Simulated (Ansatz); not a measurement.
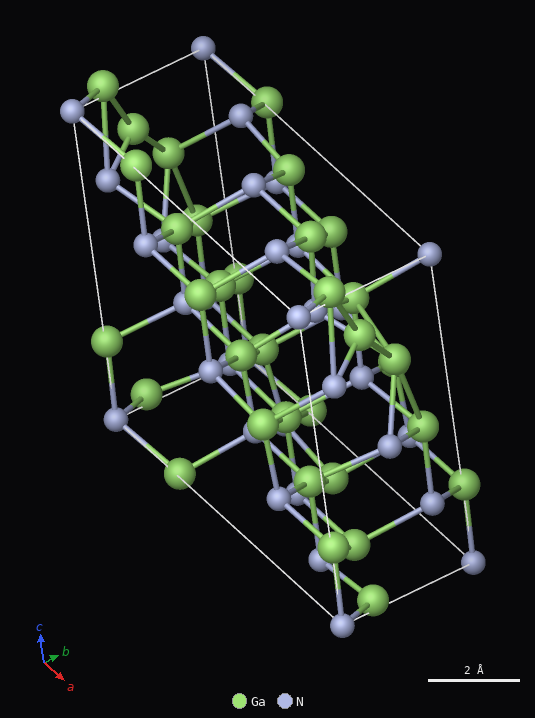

A ball-and-stick rendering, viewed slightly off an axis. One simulation cell is outlined, and atoms on its boundary appear in each equivalent place. Cell: a = 7.878 Å, b = 7.878 Å, c = 7.878 Å, α = 109.47°, β = 109.47°, γ = 109.47°.

Summary of the structure:

It has the composition Ga$_{17}$N$_{16}$. Symmetry: P1 (translations only). In the cell are 17 Ga, 16 N, which makes 1 formula unit.

The initial geometry was a structure listed in the Materials Project, repeated into a supercell with a point defect put in. The atoms were relaxed in a fixed cell with DFT PBE, scalar-relativistic, plane waves, PAW (Ansatz 0.2.0).
